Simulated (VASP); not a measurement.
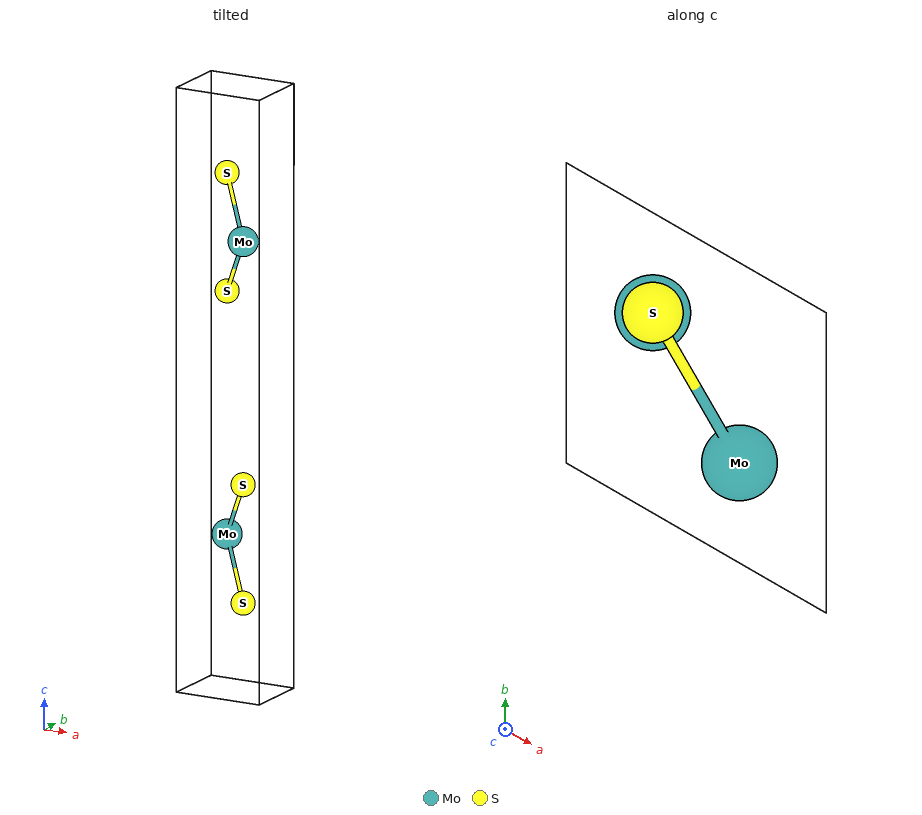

MoS2, 2H molybdenite (MoS₂) type, space group P6₃/mmc (No. 194), a = 3.161 Å, b = 3.161 Å, c = 15.983 Å, α = 90.00°, β = 90.00°, γ = 120.00°. The crystal in a ball-and-stick representation, seen slightly off an axis and along the c axis. The parallelepiped is the conventional unit cell. This one geometry was run with seven functionals. The cell is a cell made by a generator, which needn't be a real form of the compound. The cell was built by a generator and isn't the measured one.

Alike in all runs: VASP 6.6.1; VASP's PAW PBE potentials, release 64 (Mo_sv, S); cutoff 520 eV; k mesh 8 × 8 × 2 on the run's cell of 6 atoms; occupations fermi-dirac, width 0.05 eV; no spin polarisation; no spin-orbit coupling.

```tsv
level	pressure (GPa)	gap (eV)
PBE+D3(BJ)	?	?
SCAN+rVV10	-0.6	1.98
vdW-DF	5.4	1.85
rev-vdW-DF2	0.3	1.86
PBE	1.4	1.87
optB88-vdW	2.1	1.85
PBE+TS	-0.3	1.87
```

> Fill in the row of PBE+D3(BJ).

Pressure -0.8 GPa; gap 1.87 eV. That is the lowest pressure of all.

Gaps are the least found on the k-mesh, which misses some points of high symmetry; where the band edges lie there, the true gap is smaller, at times by an eV.

Caveat: rows whose functional differs from that of their potentials carry a shift in pressure and volume, which can reorder them; GGAs such as PBE, without a dispersion term, bind van der Waals layers too weakly, while LDA tends to overbind them; semilocal functionals give gaps below the measured ones.
